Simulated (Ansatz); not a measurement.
## Electronic structure of H2C18N (slab) in real space

```
C N H
1.0
     7.39800    0.00000    0.00000
    -3.69900    6.40686    0.00000
     0.00000    0.00000   12.00000
C N H
18 1 2
Direct
  0.99939 0.01162 0.08246
  0.21914 0.11948 0.07460
  0.99816 0.34231 0.06901
  0.21993 0.45320 0.06838
  0.99940 0.67424 0.08248
  0.21914 0.78612 0.07460
  0.33190 0.00918 0.07651
  0.55328 0.11987 0.07582
  0.33103 0.34219 0.06914
  0.55369 0.45420 0.07411
  0.33103 0.67530 0.06913
  0.55369 0.78594 0.07410
  0.66405 0.00905 0.07617
  0.88738 0.11939 0.07430
  0.66405 0.34145 0.07618
  0.88737 0.45444 0.07431
  0.66225 0.67435 0.08211
  0.88692 0.78670 0.12029
  0.89947 0.79301 0.24580
  0.82374 0.64388 0.27650
  0.82311 0.86577 0.27648
```

The program warned that a starting moment wasn't kept; spin-polarised, but the moments vanished.

Computed with DFT PBE, scalar-relativistic, plane waves, PAW in Ansatz 0.2.0.

Core electrons are frozen (PAW), and the valence fields are smoothed inside the atomic spheres.

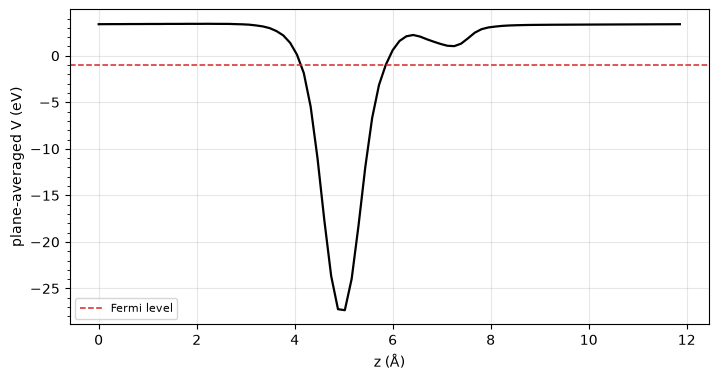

Figure 1. Plane average of the electrostatic potential energy of an electron across the slab.

How far above the Fermi level of the calculation is the vacuum level?

4.4 eV.

How thick is the slab, and how wide the vacuum?

The outermost nuclei are 2.5 Å apart, in 3 atomic planes; the vacuum between periodic images is 9.5 Å wide.

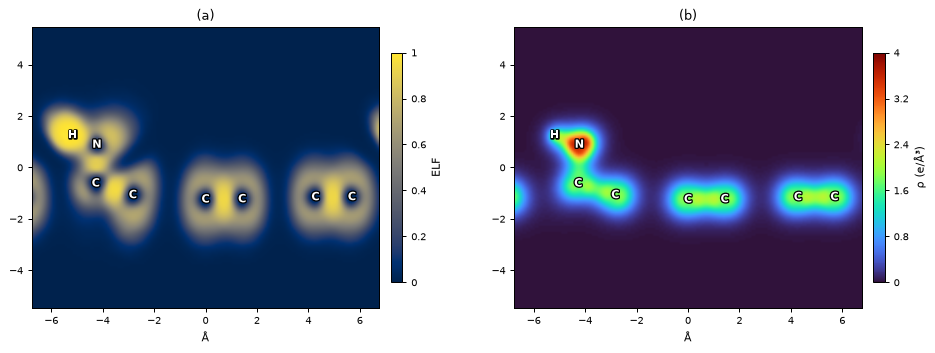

Figure 2. (a) electron localisation function; (b) valence electron density on the (110) plane of the calculation cell, a cut from vacuum to vacuum.

Describe what can be read from this map.

- The section cuts through C, N and H sites.
- N–H (1.02 Å): the density is about 2.8 e/Å³ at the midpoint; the ELF climbs to about 1 towards the hydrogen, as it does in any bond to H; a covalent bond by its length.
- C–C (1.42 Å): ρ at the midpoint is about 2 e/Å³; the ELF peaks at about 0.95 between the atoms; localised, covalent bonding.
- C–N (1.51 Å): ρ is about 1.7 e/Å³ halfway; the ELF peaks at about 0.90 between the atoms: localised, covalent bonding.
- C–C (1.51 Å): the density is about 1.7 e/Å³ at the midpoint; the ELF peaks at about 0.95 between the atoms, as expected for a covalent bond.
- The density dies away to nearly zero in the vacuum.

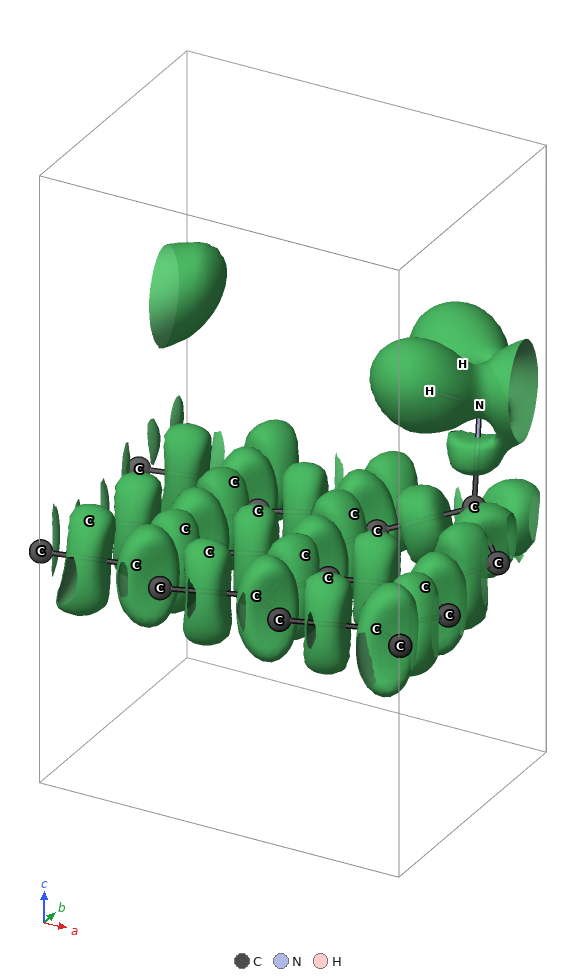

Figure 3. Isosurface of the electron localisation function at 0.75 (green), seen slightly off an axis. Core shells and regions of very low density are left out. Sticks mark near contacts.

Describe the localisation domains.

The surface consists of 27 regions between bonded C–C atoms (shared pairs) and one joined region spread over several atoms (H, N), in which their bonds and any lone pairs are merged, counted in one cell of 21 atoms. Counts are for one cell; the picture repeats the cell along the surface.


 C–C (1.41 Å): the ELF peaks at about 0.95 between the atoms: a covalent bond.
